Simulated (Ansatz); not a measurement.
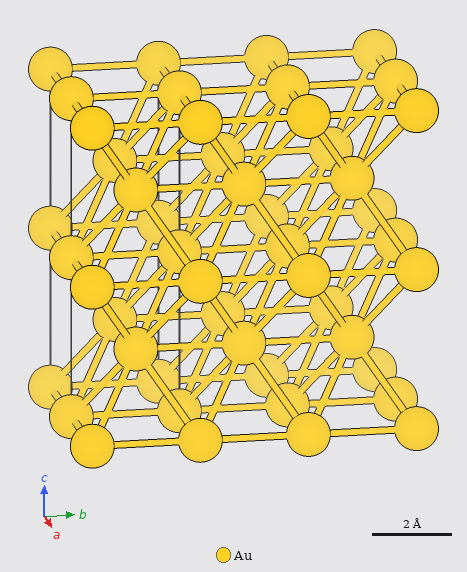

Crystalline Au (set up in Fmmm), before the relaxation. A ball-and-stick model of the reduced cell, repeated 2 × 3 × 1 with one cell outlined, seen slightly off an axis. Lengths and directions refer to the drawn axes.

Case: film's bulk on the substrate's plane, third vector and atoms relaxed.

Theory: DFT LDA, scalar-relativistic, plane waves, PAW (Ansatz).

Input file:
```yaml
crystal:
  lattice:
    - [3.9732776024, 0.0, 0.0]
    - [0.0, 8.4491997745, 0.0]
    - [-1.9866388012, 0.0, 1.9956665873]
  atoms:
    - { symbol: Au, position: [0.0, 0.5, 0.0] }
    - { symbol: Au, position: [0.5, 0.75, 0.0] }
    - { symbol: Au, position: [0.0, 0.0, 0.0] }
    - { symbol: Au, position: [0.5, 0.25, 0.0] }
basis:
  ecutwfc: 420
kpoints:
  mp_grid: { grid: [9, 4, 17] }
hamiltonian:
  xc: lda
scf:
  occupations: { method: gaussian, width: 0.1 }
output:
  forces: true
  stress: true
  eigenvalues: true
relax:
  adjacent_minimum: "off"
  f_tol: 0.01
  max_steps: 50
  cell: { fix: [a, b, gamma], stress_tol: 0.1 }
```

Command:
```bash
ansatz run input.yaml --threads 8 --pin off --max-ram 20480MiB --backend cpu --events-out ev --progress --plain --runs-dir out
```

Where does the relaxation end?

Answer. The energy falls by 0.3 meV per atom in 2 accepted moves (3 points after the start). All forces vanish by symmetry, so only the cell relaxes. The pressure goes from −1.82 to −0.85 GPa. At 1 point the geometry stayed and the basis and grid were re-selected for the new cell (energy shift of less than 0.05 meV per atom at most each time). The atoms keep their places relative to the cell (all moves are under 0.005 Å). The volume changes by −0.5 %, with a 2.816 → 2.814 Å (−0.1 %), b 2.816 → 2.803 Å (−0.5 %), c unchanged at 8.449 Å, γ 90.3° → 90.0°. Among the contacts that change: Au1–Au1 2.816 → 2.803 Å, Au1–Au2 2.906 → 2.899 Å. Within 0.06 Å the space group is I4/mmm at the start and I4/mmm at the end; at a tighter tolerance small leftover displacements or strains of the cell lower it.
